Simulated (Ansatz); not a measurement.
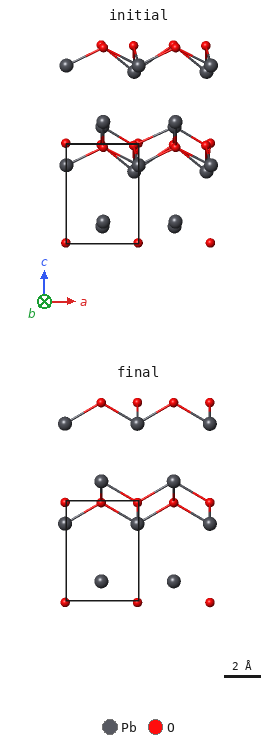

The structure of crystalline PbO (built on the PbO type) (coarse preliminary run) before (top) and after (bottom) a relaxation, at one scale.

A ball-and-stick model of the cell of the calculation, repeated 2 × 1 × 2 with one cell outlined, seen along the b axis.

Case: atoms moved at random (sigma 0.15 Å), then relaxed.

Computed with DFT PBE, scalar-relativistic, plane waves, PAW (Ansatz). Settings: plane-wave cutoff 420 eV; k-point mesh 6 × 3 × 5; occupations gaussian; smearing width 0.05 eV; no spin polarisation; cell and atoms relaxed; force threshold 0.02 eV/Å; at most 80 steps.

**What changed between the two?**

The atom that moves furthest relative to the cell is a Pb atom (0.35 Å along [3 −1 3]). By element the largest moves are Pb 0.35 Å, O 0.23 Å. Cell: a 4.057 → 4.064 Å (+0.2 %), b 8.114 → 8.097 Å (−0.2 %), c 5.597 → 5.614 Å (+0.3 %). Volume +0.3 %. Among the contacts that change: O–Pb 2.690 → 2.353 Å, O–Pb 2.049 → 2.353 Å, O–Pb 2.135 → 2.351 Å, O–Pb 2.545 → 2.350 Å. Bond angles that change, for instance: O–Pb–O 104.1° → 118.9°, O–Pb–O 60.9° → 75.2°, O–Pb–O 89.2° → 75.2°. Within 0.06 Å the space group is P1 at the start and P4/nmm at the end; at a tighter tolerance small leftover displacements or strains of the cell lower it. After 4 accepted moves (5 points after the start) the energy has fallen by 1.470 eV per cell of the calculation. The largest force component goes from 2.8 to 0.0053 eV/Å. The pressure goes from 0.75 to 0.00 GPa. The SCF was repeated once at an unchanged geometry on a basis and grid sized afresh for the cell, which shifted the energy by 0.9 meV per cell of the calculation at most.

Limits of the set-up: layers or molecules are held without a dispersion correction, so their spacing is unreliable.
